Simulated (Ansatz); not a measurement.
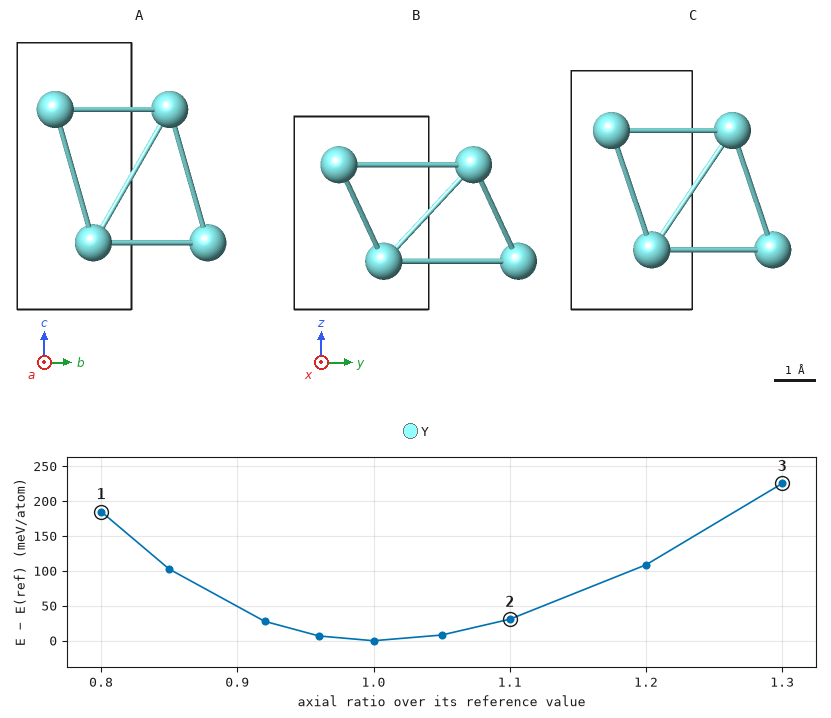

A crystal of Y (P6_3/mmc): the ratio of the cell's length along z to its lengths across, counted as 1 for the reference, is changed at fixed volume (a c/a path), with the atoms kept at their fractional coordinates. x, y and z are the Cartesian axes of the input. The frames are shuffled; the numbered points of the plot belong to them. A ball-and-stick model of the cell of the calculation, repeated 2 × 2 × 1 with one cell outlined, seen along the a axis.

The calculation used DFT PBEsol, scalar-relativistic, plane waves, PAW (Ansatz 0.2.0). Set-up: plane-wave cutoff 420 eV; k-point mesh 24 × 24 × 12; occupations gaussian; smearing width 0.15 eV; no spin polarisation. Energies (free energies at the smearing named) are counted from the relaxed crystal.

> Which frame belongs to which numbered point?

Point 1 is frame B (the relative ratio 0.80, 185.1 meV/atom); 2 is frame C (the relative ratio 1.10, 30.8 meV/atom); 3 is frame A (the relative ratio 1.30, 225.4 meV/atom). The lowest computed point lies at the relative ratio 1.00 (0.0 meV/atom). The distortion keeps the space group P6_3/mmc. At the relative ratio 1.30 the cell of the drawing goes a 3.598 → 3.296 Å, b 3.598 → 3.296 Å, c 5.586 → 6.653 Å.
